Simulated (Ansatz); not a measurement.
**Single-point calculation of Si$_{7}$O$_{16}$ (part 2 of 2)**

Continued. System: Si$_{7}$O$_{16}$ (defect cell, 23 atoms in the cell). Method: DFT, PBE, plane waves, PAW, spin-polarised (Ansatz 0.2.0); cutoff 299.3 eV, 2×2×2 k-mesh, Gaussian smearing of 0.01 eV, collinear spins. The structure derives from a Materials Project entry. The settings are looser than a standard set-up, so the numbers are not reference values.

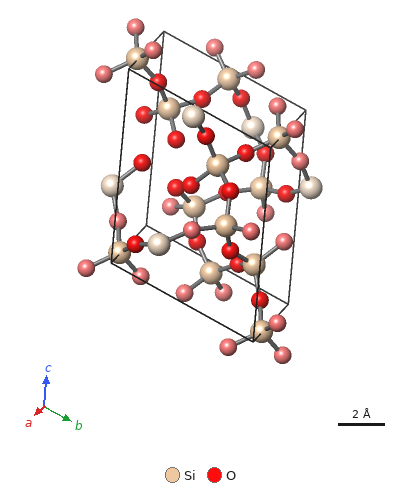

*The input geometry (ball-and-stick view of the cell of the calculation, seen slightly off an axis; neighbours outside the cell are drawn fainter). An atom can appear more than once, as a periodic image.*

Output, continued
```
  k-point 0 ↑: bands = ["-19.0581", "-18.3546", "-18.2951", "-18.2252", "-18.1956", "-18.1876", "-17.3661", "-17.2880", "-17.2546", "-17.2404", "-17.2128", "-17.1496", "-17.1404", "-16.6537", "-16.5800", "-16.3573", "-9.0909", "-7.4127", "-7.3249", "-7.0430", "-6.9634", "-6.9230", "-5.5331", "-5.3262", "-5.3237", "-5.0422", "-4.9893", "-4.9439", "-4.0734", "-3.1433", "-3.1396", "-2.8255", "-2.6948", "-2.5931", "-2.5805", "-2.4630", "-2.4363", "-2.2313", "-2.2092", "-2.0311", "-1.9484", "-1.8409", "-1.8123", "-1.7147", "-1.6466", "-1.5432", "-1.2847", "-1.2789", "-1.1881", "-1.0563", "-1.0528", "-0.9971", "-0.9653", "-0.8531", "-0.7249", "-0.6447", "-0.3869", "-0.3181", "-0.2252", "-0.1528", "0.0612", "0.0651", "0.1368", "0.2877", "5.7750", "8.7968", "8.8353", "8.8664", "8.9901", "9.0771", "9.2589", "9.3538", "9.3903", "9.4418", "9.5080", "9.6573", "9.7414", "10.0761", "10.2930", "10.6556", "10.7149", "10.8481", "11.0599", "11.1047", "11.4273", "11.6407"]
  k-point 1 ↑: bands = ["-18.8979", "-18.7758", "-18.2963", "-18.2101", "-18.1968", "-17.8252", "-17.5015", "-17.2759", "-17.2668", "-17.2348", "-17.1567", "-17.1509", "-17.1409", "-16.6547", "-16.5868", "-16.4035", "-8.7329", "-8.2610", "-7.3438", "-7.0108", "-6.9481", "-6.3112", "-5.7702", "-5.2596", "-5.2510", "-5.1025", "-5.0545", "-4.9425", "-4.0975", "-3.2404", "-3.2252", "-2.6248", "-2.5511", "-2.5258", "-2.4785", "-2.4447", "-2.3710", "-2.2467", "-2.1622", "-2.0600", "-1.9453", "-1.9080", "-1.8153", "-1.7800", "-1.7309", "-1.6618", "-1.6123", "-1.3261", "-1.2652", "-1.1332", "-1.1298", "-1.1263", "-0.9434", "-0.6988", "-0.5832", "-0.4507", "-0.4066", "-0.3098", "-0.1898", "-0.1134", "-0.0512", "0.0099", "0.1391", "0.1845", "6.8763", "7.0036", "8.4105", "8.6425", "8.7390", "9.0571", "9.1450", "9.2491", "9.4999", "9.7864", "10.0263", "10.3052", "10.3832", "10.3884", "10.6758", "10.7522", "10.9400", "10.9740", "11.0761", "11.1247", "11.3549", "11.5682"]
  k-point 2 ↑: bands = ["-18.8536", "-18.7636", "-18.5038", "-18.2387", "-18.0177", "-17.7388", "-17.5428", "-17.2857", "-17.2587", "-17.2292", "-17.2068", "-17.1608", "-17.1320", "-16.6667", "-16.6160", "-16.3542", "-8.5526", "-8.3373", "-7.8048", "-6.9719", "-6.5031", "-6.1276", "-5.8326", "-5.3505", "-5.2248", "-5.1778", "-5.0722", "-5.0225", "-4.0208", "-3.3229", "-3.1547", "-2.7861", "-2.7144", "-2.6432", "-2.4763", "-2.3701", "-2.2687", "-2.2276", "-2.1828", "-2.0572", "-1.9687", "-1.9463", "-1.8171", "-1.6567", "-1.5846", "-1.5645", "-1.4130", "-1.3382", "-1.1814", "-1.1122", "-1.0942", "-1.0625", "-0.8615", "-0.6685", "-0.6094", "-0.5259", "-0.4657", "-0.4194", "-0.2317", "-0.0676", "-0.0542", "-0.0114", "0.0337", "0.2016", "6.9379", "7.3495", "8.2030", "8.6465", "8.9551", "9.1907", "9.2238", "9.4790", "9.5020", "9.5738", "9.6535", "9.8250", "9.8853", "9.9424", "10.4760", "10.6018", "10.8547", "10.9000", "10.9726", "11.0773", "11.1956", "11.4338"]
  k-point 7 ↓: bands = ["-18.6672", "-18.6586", "-18.6457", "-18.1167", "-17.6663", "-17.6546", "-17.6380", "-17.2424", "-17.2034", "-17.1753", "-17.1083", "-17.1078", "-15.9598", "-15.3909", "-15.3074", "-15.0662", "-8.2845", "-8.2722", "-8.1368", "-6.9991", "-6.0270", "-5.9505", "-5.8552", "-5.3261", "-5.2000", "-5.1893", "-5.1302", "-5.0859", "-3.2701", "-2.9782", "-2.8033", "-2.6978", "-2.4964", "-2.4542", "-2.3087", "-2.1663", "-2.1085", "-2.0074", "-1.9693", "-1.7582", "-1.7357", "-1.6428", "-1.5913", "-1.3688", "-1.3439", "-1.2627", "-1.1771", "-1.1640", "-0.9449", "-0.8964", "-0.8098", "-0.5626", "-0.4745", "-0.3802", "-0.2243", "0.0456", "0.0678", "0.1863", "0.2175", "0.7134", "1.4160", "1.4697", "1.6405", "1.8019", "7.6231", "7.7151", "7.8169", "8.3134", "8.9842", "9.0328", "9.2827", "9.3760", "9.5411", "9.6108", "9.8421", "9.9394", "10.1798", "10.2668", "10.3027", "10.3370", "10.6229", "10.7900", "10.8214", "11.2026", "11.7030", "11.7741"]
```

The run was set up as follows.

The input
```yaml
crystal:
  lattice:
    - [-5.0832710556, -5.0832710556, 0.0]
    - [-5.0832710556, 5.0832710556, 0.0]
    - [5.0832710556, 0.0, -7.0988987737]
  atoms:
    - { symbol: Si, position: [0.0163332233, 0.7506173586, 0.5003895384] }
    - { symbol: Si, position: [0.6178246473, 0.878842445, 0.2743529049] }
    - { symbol: Si, position: [0.1389012426, 0.3392826294, 0.2605023949] }
    - { symbol: Si, position: [0.8439164992, 0.6222044087, 0.7263573236] }
    - { symbol: Si, position: [0.3782316649, 0.1621962024, 0.7401259611] }
    - { symbol: Si, position: [0.2224682248, 0.5109528417, 1.0055669066] }
    - { symbol: Si, position: [0.7171855254, 0.990484852, 0.9950169188] }
    - { symbol: O, position: [0.4836540128, 0.2506502362, 0.6382432662], spin: 0.5 }
    - { symbol: O, position: [-0.0253850152, 0.7501192017, 0.6705418824] }
    - { symbol: O, position: [0.9458286306, 0.140583443, 0.143257599] }
    - { symbol: O, position: [0.3913532509, 0.7253688762, 0.1722285961] }
    - { symbol: O, position: [0.3454262028, 0.2499542792, 0.3624166182], spin: 0.5 }
    - { symbol: O, position: [0.8033849675, 0.7501553313, 0.3306115752] }
    - { symbol: O, position: [0.0060759765, 0.5601307779, 0.8833459739] }
    - { symbol: O, position: [0.5647267785, 0.1134551648, 0.8931933597] }
    - { symbol: O, position: [0.3031839579, 0.3618786717, 0.8571151013] }
    - { symbol: O, position: [0.7199098356, 0.7766058085, 0.8282114126] }
    - { symbol: O, position: [0.6946387805, 0.4223028114, 0.5134168624], spin: 0.5 }
    - { symbol: O, position: [0.190004563, 0.9595326841, 0.5898692343] }
    - { symbol: O, position: [0.6242541642, 0.9403156132, 0.1175186193] }
    - { symbol: O, position: [0.1734591098, 0.3872024401, 0.1074975505] }
    - { symbol: O, position: [0.6818943832, 0.0794446771, 0.4870884501], spin: 0.5 }
    - { symbol: O, position: [0.1014762523, 0.5426977491, 0.4104699438] }
  host:
    lattice:
      - [5.0832710556, 0.0, 0.0]
      - [0.0, 5.0832710556, 0.0]
      - [0.0, 0.0, 7.0988987737]
    atoms:
      - { symbol: Si, position: [0.7060628818, 0.7060628818, 0.5] }
      - { symbol: Si, position: [0.7939371182, 0.2060628818, 0.75] }
      - { symbol: Si, position: [0.2060628818, 0.7939371182, 0.25] }
      - { symbol: Si, position: [0.2939371182, 0.2939371182, 0.0] }
      - { symbol: O, position: [0.9063931383, 0.7588500267, 0.3257041566] }
      - { symbol: O, position: [0.0936068617, 0.2411499733, 0.8257041566] }
      - { symbol: O, position: [0.7588500267, 0.9063931383, 0.6742958434] }
      - { symbol: O, position: [0.2588500267, 0.5936068617, 0.0757041566] }
      - { symbol: O, position: [0.2411499733, 0.0936068617, 0.1742958434] }
      - { symbol: O, position: [0.4063931383, 0.7411499733, 0.4242958434] }
      - { symbol: O, position: [0.5936068617, 0.2588500267, 0.9242958434] }
      - { symbol: O, position: [0.7411499733, 0.4063931383, 0.5757041566] }
basis:
  ecutwfc: "22.0 Ry"
  xc_grid: 2
kpoints:
  mp_grid: { grid: [2, 2, 2], shift: [0.0, 0.0, 0.0] }
hamiltonian:
  xc: pbe
scf:
  occupations: { method: gaussian, width: 0.01 }
output:
  forces: true
  eigenvalues: true
magnetization:
  spin_polarized: true
```

Launch command:
```bash
ansatz run input.yaml --threads 4 --pin off --max-ram 10240MiB --backend cpu --events-out ev --progress --plain --runs-dir out
```

Summary

| quantity | value |
| --- | --- |
| outcome | converged |
| electrons treated | 124 |
| free energy | −13533.8345 eV |
| Fermi energy | 1.062 eV |
| gap on the k-point mesh | 0.70 eV |
| net moment of the cell | 4.00 μB |
| integrated absolute moment | 4.16 μB |
| largest force (length of the vector) | 0.106 eV/Å |
| hardware | 4 threads of Intel Xeon @ 2.50GHz (Skylake/Cascade Lake), 189 GiB of memory available, shared host |
| wall time | 13 s (CPU time 46 s) |
| peak memory | 0.86 GiB |

Notes

Settings chosen away from the usual ones: basis.ecutwfc set to 22.0 Ry (from 420). These settings are looser than, or depart from, a standard set-up, so the numbers are not reference values for this system. The program warns: the cutoff is below the recommended one. So coarse a mesh can miss the band edges, so the true gap of this method can be much smaller, or zero.
